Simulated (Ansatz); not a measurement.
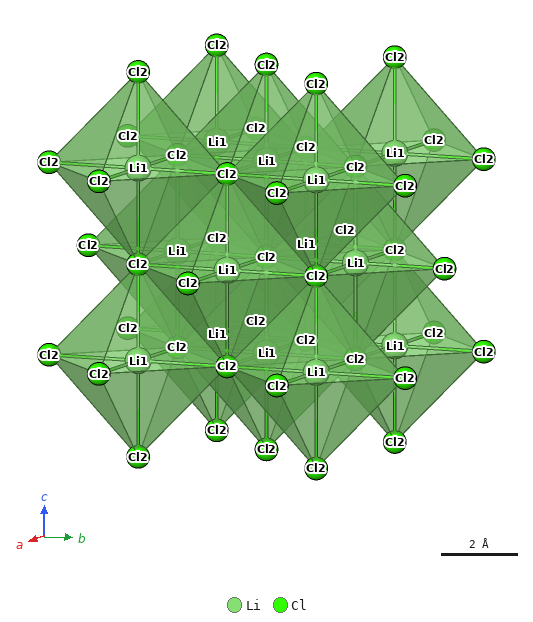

Fig. 1: The input geometry of run A (polyhedral view of the cell 4 times as large as that of the calculation, set on its symmetry axes, seen slightly off an axis; polyhedra are completed across the faces of the cell; atoms are numbered from 1 in the order of the input).

## LiCl: a changed input and its effect

System: LiCl (Fm-3m, 2 atoms in the cell).
Method of run A: DFT LDA, scalar-relativistic, plane waves, PAW, no spin polarisation (Ansatz 0.2.0).

Text and figures count atoms from 1; the logs count them from 0 in places.

### Input file, run A
```yaml
crystal:
  lattice:
    - [0.0, 2.57, 2.57]
    - [2.57, 0.0, 2.57]
    - [2.57, 2.57, 0.0]
  atoms:
    - { symbol: Li, position: [0.0, 0.0, 0.0] }
    - { symbol: Cl, position: [0.5, 0.5, 0.5] }
basis:
  ecutwfc: 420
kpoints:
  mp_grid: { grid: [6, 6, 6] }
hamiltonian:
  xc: lda
scf:
  occupations: { method: gaussian, width: 0.05 }
output:
  forces: true
  stress: true
  eigenvalues: true
```

Command:
```bash
ansatz run input.yaml --threads 1 --pin off --max-ram 2560MiB --backend cpu --events-out ev --progress --plain --runs-dir out
```

Hardware: 1 thread of Intel Xeon @ 2.50GHz (Skylake/Cascade Lake), 189 GiB of memory available, shared host.

### Output, shortened to warnings, some set-up lines, iterations and results (run A)
```
Basis set: ecut = 420 eV, 645 PW (Γ)
Symmetry: 48 space group operations
k-points: 16 of 216
Initial density: superposition of atomic densities (neutral atoms: chi_scale 0, normalization atom), corrected by the library's trained network
[...]
SCF iter   1: F=—  HF=-1249.445542 eV  |F-HF|=—  |Δ(HF+E_count)|=         —  Δρ=6.89e-3  dr2=1.32e-2  ethr=1.77e-3  ⟨swp⟩=4.9  Hψ=961  notcnv=0
SCF iter   2: F=—  HF=-1249.438211 eV  |F-HF|=—  |Δ(HF+E_count)|=   7.33e-3  Δρ=3.00e-3  dr2=1.29e-3  ethr=1.32e-4  ⟨swp⟩=3.0  Hψ=400  notcnv=0
SCF iter   3: F=—  HF=-1249.437194 eV  |F-HF|=—  |Δ(HF+E_count)|=   1.02e-3  Δρ=6.51e-4  dr2=1.62e-4  ethr=1.29e-5  ⟨swp⟩=2.3  Hψ=246  notcnv=0
SCF iter   4: F=—  HF=-1249.437134 eV  |F-HF|=—  |Δ(HF+E_count)|=   6.02e-5  Δρ=9.09e-5  dr2=1.31e-6  ethr=1.62e-6  ⟨swp⟩=2.6  Hψ=223  notcnv=0
SCF iter   5: F=—  HF=-1249.437134 eV  |F-HF|=—  |Δ(HF+E_count)|=   1.31e-7  Δρ=4.39e-6  dr2=4.31e-9  ethr=1.31e-8  ⟨swp⟩=2.9  Hψ=222  notcnv=0
SCF iter   6: F=-1249.437134 eV  HF=-1249.437134 eV  |F-HF|=5.23e-12  |Δ(HF+E_count)|=  6.13e-10  Δρ=5.11e-7  dr2=2.70e-11  ethr=4.31e-11  ⟨swp⟩=1.4  Hψ=418  notcnv=0
SCF 1 converged in 6 iterations: F = -1249.437134 eV  dr2 = 2.70e-11
SCF converged after 6 iterations
Free energy (F): -1249.437134 eV
Harris-Foulkes:  -1249.437134 eV  (|F-HF|=5.23e-12)
Internal energy: -1249.437134 eV  (E = F + TS)
E sigma→0 (E₀):  -1249.437134 eV
Fermi energy:    4.415116 eV
--- Per-component energies (eV) ---
  E_band       = -103.817613
  E_kinetic    = 183.002088
  E_local      = -326.516494  (includes V_loc(G=0)·N_el)
  E_nonlocal   = -2.849068
  E_hartree    = 94.025431
  E_xc         = -116.884753
  E_vxc        = -135.762608  (∫ρ·V_xc dr)
  E_paw        = -643.806015  (= ΣΔE_a)
  E_vpaw       = -9.742513  (= ΣTr[D̂ρ^β])
  E_aug_tail   = 0.000091  (compensation charges beyond the density's cutoff)
  E_ewald      = -436.598906
  E_core_change = 0.190492  (= ΣΔE_core)
  E_smearing   = -0.000000  (= −TS)
  E_closure    = 0.000000  (closes the sum)
  Σ components = -1249.437134   (vs F -1249.437134, Δ=0.00e0)
--- Forces (eV/Å), atoms counted from 1 ---
  atom   1  Li    -0.00000000     0.00000000    -0.00000000
  atom   2  Cl     0.00000000    -0.00000000     0.00000000
  max |Σ_I F_I| component: 3.85e-30 eV/Å
--- Stress (GPa, compression-positive) ---
       -3.389230      -0.000000      -0.000000
       -0.000000      -3.389230      -0.000000
        0.000000       0.000000      -3.389230
  P = ⅓ Tr σ = -3.3892 GPa (-33.892 kbar)
```

For run B the input was changed thus:
```diff
-    - [0.0, 2.57, 2.57]
-    - [2.57, 0.0, 2.57]
-    - [2.57, 2.57, 0.0]
+    - [0.0, 2.4817194293, 2.4817194293]
+    - [2.4817194293, 0.0, 2.4817194293]
+    - [2.4817194293, 2.4817194293, 0.0]
```

What does this change do to the results?

With the same functional and potentials, run B lies 19.5 meV per atom lower. The gap on the mesh goes from 5.95 to 6.49 eV. The pressure goes from −3.39 to 0.03 GPa. The volume per atom goes from 16.97 to 15.28 Å³. The number of SCF iterations is the same. The plane waves at Γ go from 645 to 609.

### Output, shortened to warnings, some set-up lines, iterations and results (run B)
```
Basis set: ecut = 420 eV, 609 PW (Γ)
Symmetry: 48 space group operations
k-points: 16 of 216
Initial density: superposition of atomic densities (neutral atoms: chi_scale 0, normalization atom), corrected by the library's trained network
[...]
SCF iter   1: F=—  HF=-1249.484033 eV  |F-HF|=—  |Δ(HF+E_count)|=         —  Δρ=7.19e-3  dr2=1.13e-2  ethr=1.77e-3  ⟨swp⟩=5.2  Hψ=979  notcnv=0
SCF iter   2: F=—  HF=-1249.477174 eV  |F-HF|=—  |Δ(HF+E_count)|=   6.86e-3  Δρ=3.15e-3  dr2=1.26e-3  ethr=1.13e-4  ⟨swp⟩=2.9  Hψ=394  notcnv=0
SCF iter   3: F=—  HF=-1249.476155 eV  |F-HF|=—  |Δ(HF+E_count)|=   1.02e-3  Δρ=5.84e-4  dr2=1.20e-4  ethr=1.26e-5  ⟨swp⟩=2.0  Hψ=240  notcnv=0
SCF iter   4: F=—  HF=-1249.476114 eV  |F-HF|=—  |Δ(HF+E_count)|=   4.13e-5  Δρ=9.57e-5  dr2=1.27e-6  ethr=1.20e-6  ⟨swp⟩=2.6  Hψ=212  notcnv=0
SCF iter   5: F=—  HF=-1249.476111 eV  |F-HF|=—  |Δ(HF+E_count)|=   2.53e-6  Δρ=4.93e-6  dr2=6.10e-9  ethr=1.27e-8  ⟨swp⟩=2.4  Hψ=227  notcnv=0
SCF iter   6: F=-1249.476111 eV  HF=-1249.476111 eV  |F-HF|=2.50e-12  |Δ(HF+E_count)|=   1.43e-9  Δρ=5.54e-7  dr2=2.41e-11  ethr=6.10e-11  ⟨swp⟩=1.9  Hψ=430  notcnv=0
SCF 1 converged in 6 iterations: F = -1249.476111 eV  dr2 = 2.41e-11
SCF converged after 6 iterations
Free energy (F): -1249.476111 eV
Harris-Foulkes:  -1249.476111 eV  (|F-HF|=2.50e-12)
Internal energy: -1249.476111 eV  (E = F + TS)
E sigma→0 (E₀):  -1249.476111 eV
Fermi energy:    5.644688 eV
--- Per-component energies (eV) ---
  E_band       = -95.774199
  E_kinetic    = 184.446082
  E_local      = -304.640800  (includes V_loc(G=0)·N_el)
  E_nonlocal   = -2.701613
  E_hartree    = 86.762527
  E_xc         = -117.525731
  E_vxc        = -136.599049  (∫ρ·V_xc dr)
  E_paw        = -643.877432  (= ΣΔE_a)
  E_vpaw       = -9.804012  (= ΣTr[D̂ρ^β])
  E_aug_tail   = 0.000116  (compensation charges beyond the density's cutoff)
  E_ewald      = -452.129751
  E_core_change = 0.190492  (= ΣΔE_core)
  E_smearing   = -0.000000  (= −TS)
  E_closure    = 0.000000  (closes the sum)
  Σ components = -1249.476111   (vs F -1249.476111, Δ=0.00e0)
--- Forces (eV/Å), atoms counted from 1 ---
  atom   1  Li    -0.00000000     0.00000000     0.00000000
  atom   2  Cl     0.00000000     0.00000000    -0.00000000
  max |Σ_I F_I| component: 4.68e-30 eV/Å
--- Stress (GPa, compression-positive) ---
        0.030492       0.000000       0.000000
       -0.000000       0.030492       0.000000
       -0.000000      -0.000000       0.030492
  P = ⅓ Tr σ = 0.0305 GPa (0.305 kbar)
```

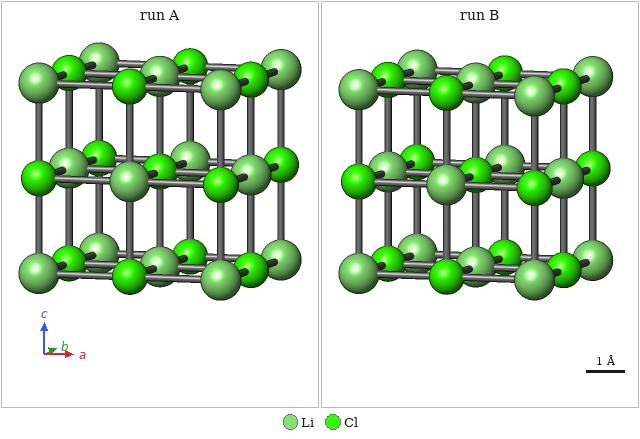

Fig. 2: The two input geometries at one scale (ball-and-stick view of the cell 4 times as large as that of the calculation, set on its symmetry axes, seen slightly off an axis). The atoms keep their places relative to the cell (all moves are under 0.005 Å). Cell: a = b = c 5.140 → 4.963 Å (−3.4 %). Volume −10.0 %. Among the contacts that change: Cl–Li 2.570 → 2.482 Å.

### The two runs side by side

```tsv
quantity	run A	run B
outcome	converged	converged
free energy per atom (eV)	−624.7186	−624.7381
gap on the mesh (eV)	5.95	6.49
pressure (GPa)	−3.39	0.03
volume per atom (Å³)	16.97	15.28
largest force (eV/Å)	0.000	0.000
SCF iterations	6	6
irreducible k-points	16	16
plane waves at Γ	645	609
wall time (shared host)	4 s	3.7 s
```
